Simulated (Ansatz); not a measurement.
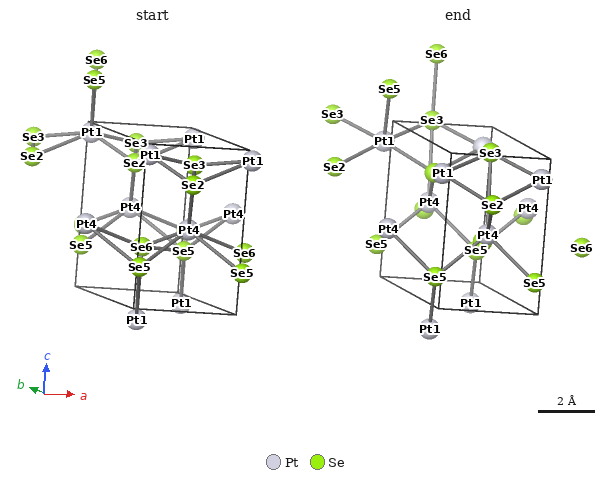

The structure of solid PtSe₂ (built on the 3R (MoS2) bulk type) before (left) and after (right) a relaxation, at one scale.

Style: ball-and-stick. Shown: the cell of the calculation, reduced to other axes, slightly off an axis. Lengths and directions refer to the drawn axes.

Case: shaken.

Level of theory: Ansatz 0.2.0, DFT, PBEsol, plane waves, PAW.

Input file:
```yaml
crystal:
  lattice:
    - [1.9037102647, 1.0697414732, 5.2728372787]
    - [-3.4878029659, 2.0785822076, 10.4478933026]
    - [0.0535335974, -2.118163093, 5.2502040328]
  atoms:
    - { symbol: Pt, position: [-0.0918024038, 0.0630589934, -0.0226711429] }
    - { symbol: Se, position: [0.4658849611, 0.2025135331, 0.3877990393] }
    - { symbol: Se, position: [0.2610779528, 0.1352226948, 0.256676057] }
    - { symbol: Pt, position: [0.0243974236, 0.503822252, -0.0338455137] }
    - { symbol: Se, position: [0.4471335075, 0.7106235157, 0.4465838687] }
    - { symbol: Se, position: [0.1475835261, 0.6547390554, 0.2601174212] }
kpoints:
  mp_grid: { grid: [6, 4, 6] }
hamiltonian:
  xc: pbesol
scf:
  occupations: { method: fermi_dirac, width: 0.05 }
relax:
  f_tol: 0.01
  cell: {}
  max_steps: 120
```

Run as
```bash
ansatz run input.yaml --threads 2 --pin off --max-ram 2211MiB --backend cpu --events-out ev --progress --plain --runs-dir out
```

**Describe what moved and what it gained.**

The atom that moves furthest relative to the cell is Se6 (1.33 Å roughly along +a). By element the largest moves are Se 1.33 Å, Pt 0.57 Å. The drawn cell changes as follows: a 3.686 → 3.567 Å (−3.2 %), b 5.662 → 6.450 Å (+13.9 %), c 6.280 → 5.925 Å (−5.6 %), α 101.9° → 99.8°, β 90.3° → 90.0°, γ 108.2° → 106.0°; the volume changes by +6.1 %. Some distances before and after: Se5–Se6 3.036 → 4.862 Å, Se2–Se6 4.726 → 3.317 Å, Pt4–Se6 2.927 → 4.313 Å, Pt1–Se6 2.705 → 3.872 Å. New bonds form, among them: Se3–Se6 (3.38 → 2.41 Å). Among the angles between lasting bonds that change: Se5–Pt4–Se6 128.7° → 95.7°, Pt1–Se3–Pt4 94.0° → 61.2°, Se2–Pt1–Se3 145.4° → 175.9°. The space group (tolerance 0.01 Å) goes from P1 (No. 1) to Cm (No. 8). The energy falls by 3.392 eV per cell of the calculation in 30 accepted moves (34 points after the start). Largest force component: 6.8 eV/Å at the start, 0.0017 eV/Å at the end. The pressure goes from 14.04 to 0.01 GPa. The line search rejected the trial steps at points 8, 32 of the run. At 2 points the geometry stayed and the basis and grid were re-selected for the new cell (energy shift of 11.8 meV per cell of the calculation at most each time). The run took 13 min on 2 threads of Arm Neoverse V2, with other jobs on the host, peak memory 0.67 GiB.
